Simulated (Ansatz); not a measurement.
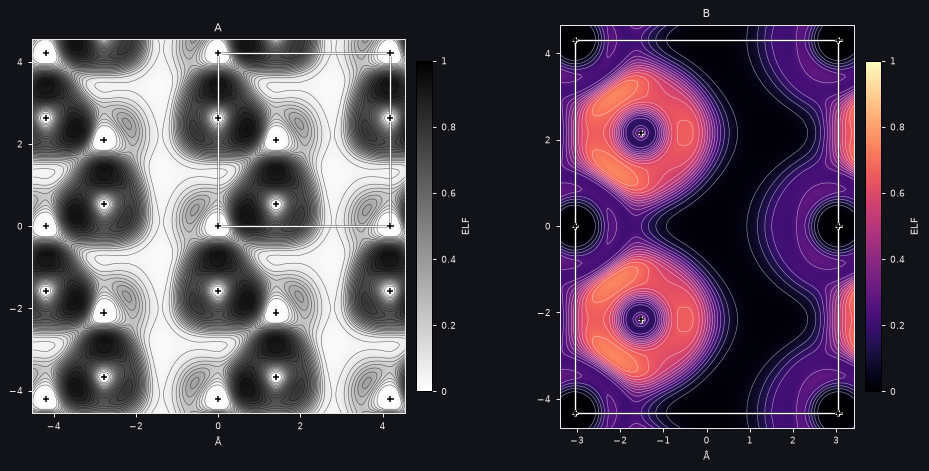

The ELF of 2 systems, each on a plane through atoms (crosses mark nuclei in the plane).

Theory: Ansatz 0.2.0, DFT, PBE, plane waves, PAW.

System 1: InAs, the (101) plane of the conventional cell. Space group F-43m; started from the measured structure prototype, which need not be the ambient phase; computed pressure about 2 GPa in this cell.

```
CELL_PARAMETERS angstrom
6.10918 0.00000 0.00000
0.00000 0.00000 -6.10918
0.00000 6.10918 0.00000
ATOMIC_POSITIONS crystal
In 0.50000 0.50000 0.00000
In 0.00000 0.50000 0.50000
In 0.00000 0.00000 0.00000
In 0.50000 0.00000 0.50000
As 0.25000 0.75000 0.25000
As 0.75000 0.75000 0.75000
As 0.75000 0.25000 0.25000
As 0.25000 0.25000 0.75000
```

System 2: BN, the (100) plane of the conventional cell. Space group Cmc2₁; started from the measured structure prototype, which need not be the ambient phase; changed on purpose from its base cell (uniaxial y strain -5.0%); computed pressure about 27 GPa in this cell.

```
B N
1.0
     2.54395    0.00000    0.00000
     0.00000   -4.18814    0.00000
     0.00000    0.00000   -4.20782
B N
4 4
Direct
  0.50000 0.83319 0.99938
  0.00000 0.33319 0.99938
  0.00000 0.66681 0.49938
  0.50000 0.16681 0.49938
  0.50000 0.83048 0.62562
  0.00000 0.33048 0.62562
  0.00000 0.66952 0.12562
  0.50000 0.16952 0.12562
```

### Match each panel to its system.

Panel A is system 2, BN: the plane holds B and N. B–N (1.51 Å): the ELF peaks at about 0.95 between the atoms (a polar covalent bond). Panel B is system 1, InAs: the plane holds In and As. In–As (2.65 Å): the ELF peaks at about 0.75 between the atoms.
